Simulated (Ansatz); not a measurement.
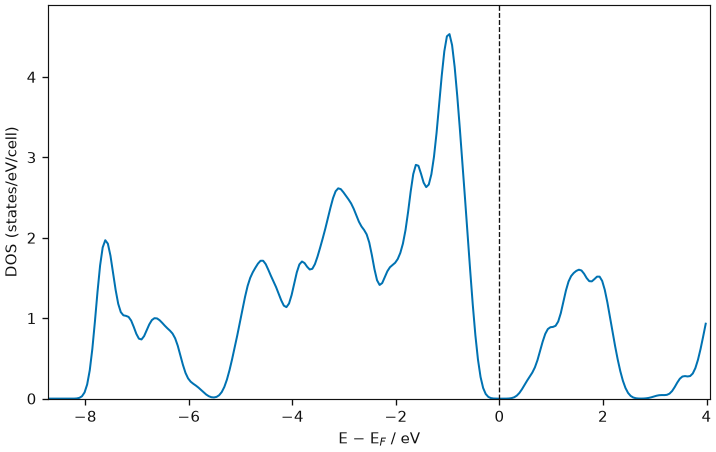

Density of states. Energies are counted from the Fermi level, put mid-gap where there is a gap. The curve is built from the levels of the k mesh with Gaussians 0.3 eV wide, which also blur the band edges.

Calculation on SnSe2, space group P-3m1, 3 atoms in the cell, 1T (CdI2) bulk type, uniaxial (z) strain +2.0%.

Level of theory: DFT, r2SCAN, plane waves, PAW, no spin polarisation, 12×12×4 k mesh, 500 eV cutoff; code Ansatz 0.2.0.

### Is there a gap at the Fermi level, and how wide?

There is a gap; over the k points computed it is 1.03 eV (indirect; the smallest direct gap is 1.47 eV).

### How wide is the upper valence band?

The upper group of valence states starts about 7.3 eV under the valence-band top (which lies at −0.5 eV on this axis), with a gap beneath it; it holds about 12 electrons a cell.

### Where is the tallest peak of the filled states in the window?

Within the window shown, the tallest peak of the filled states lies 0.4 eV under the valence-band top, at about 4.5 states per eV and cell.
